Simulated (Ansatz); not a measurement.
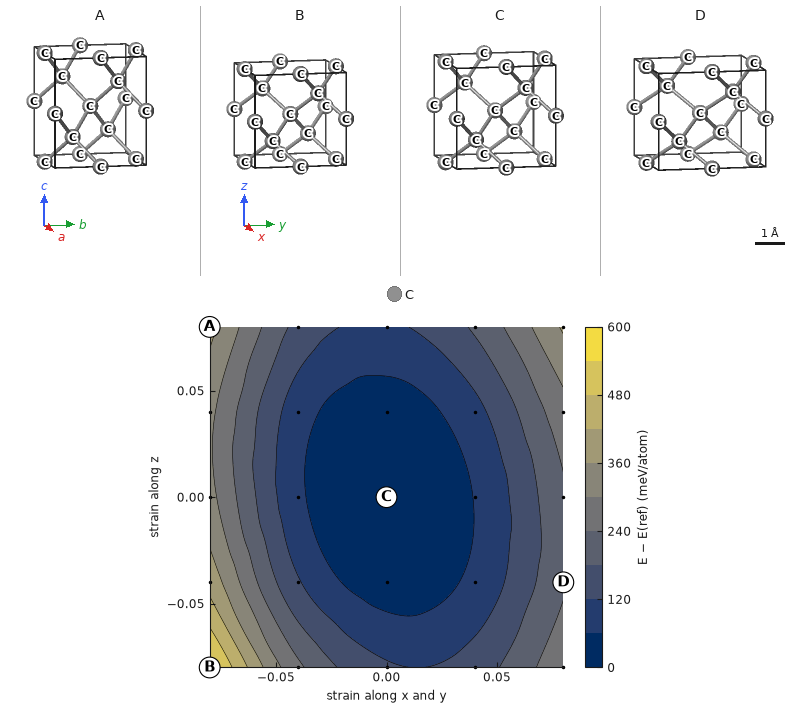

Crystalline C (Fd-3m): the cell is strained equally along x and y and separately along z, with the atoms kept at their fractional coordinates. x, y and z are the Cartesian axes of the input. The map is interpolated between the computed points (dots). The lettered frames are marked on it. A ball-and-stick model of the conventional cell (4 times the calculation's cell), seen slightly off an axis. Lengths and directions refer to the drawn axes.

These are results of DFT PBEsol, scalar-relativistic, plane waves, PAW in Ansatz, not measurements. Set-up: plane-wave cutoff 420 eV; k-point mesh 12 × 12 × 12; occupations gaussian; smearing width 0.05 eV; no spin polarisation. Energies (free energies at the smearing named) are counted from the relaxed crystal.

Q: Describe the energy landscape.

A: In pairs of (strain along x and y; strain along z): the lowest computed point lies at (0.000, 0.000) (0 meV/atom), the highest at (−0.080, −0.080) (564 meV/atom). The valley is tilted: raising the in-plane strain is made harder by raising the strain along z (cross term 0.17 of the geometric mean of the two curvatures). Over the ranges scanned the energy rises more along the first axis, the in-plane strain. The pressure runs from −67.3 GPa at (0.080, 0.080) to 176.3 GPa at (−0.080, −0.080). The frames lie at A (−0.080, 0.080): 377 meV/atom, B (−0.080, −0.080): 564 meV/atom, C (0.000, 0.000): 0 meV/atom, D (0.080, −0.040): 231 meV/atom.
